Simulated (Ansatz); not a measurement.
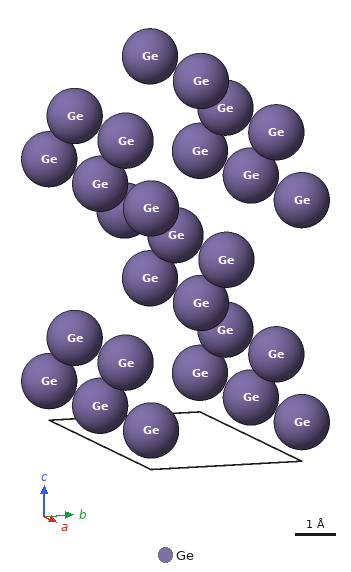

A slab of composition Ge (cut from the Fd-3m phase), before the relaxation. The picture is a spheres-only view of the 2 × 1 repeat of the cell, outlined in the plane, without the vacuum, seen slightly off an axis.

Case: (1 0 0) slab, atoms relaxed. The slab is the (1 0 0) face of Ge.

Level of theory: Ansatz 0.2.0, DFT r2SCAN, scalar-relativistic, plane waves, PAW.

Input
```yaml
crystal:
  lattice:
    - [4.0128347834, 0.0, 0.0]
    - [0.0, 4.0128347834, 0.0]
    - [0.0, 0.0, 23.5125080614]
  atoms:
    - { symbol: Ge, position: [0.0, 0.0, 0.318979157] }
    - { symbol: Ge, position: [0.5, 0.0, 0.379319438] }
    - { symbol: Ge, position: [0.5, 0.5, 0.439659719] }
    - { symbol: Ge, position: [0.0, 0.5, 0.5] }
    - { symbol: Ge, position: [0.0, 0.0, 0.560340281] }
    - { symbol: Ge, position: [0.5, 0.0, 0.620680562] }
    - { symbol: Ge, position: [0.5, 0.5, 0.681020843] }
basis:
  ecutwfc: 500
kpoints:
  mp_grid: { grid: [9, 9, 1] }
hamiltonian:
  xc: r2scan
scf:
  occupations: { method: gaussian, width: 0.05 }
output:
  forces: true
  eigenvalues: true
relax:
  adjacent_minimum: "off"
  f_tol: 0.02
  max_steps: 60
efield:
  axis: 3
  dipole_correction: true
```

**Predict the outcome.**

The energy falls by 9.0 meV per cell of the calculation in 2 geometry steps. Largest force component: 0.23 eV/Å at the start, 0.0065 eV/Å at the end. The largest moves relative to the layer's centre, 0.041 Å, are those of Ge1 and Ge7. Ge1 goes along the normal (−c). The lattice vectors keep their values. Among the contacts that change: Ge1–Ge2 2.457 → 2.477 Å, Ge2–Ge3 2.457 → 2.463 Å. The run took about 6 core-minutes on a shared host.
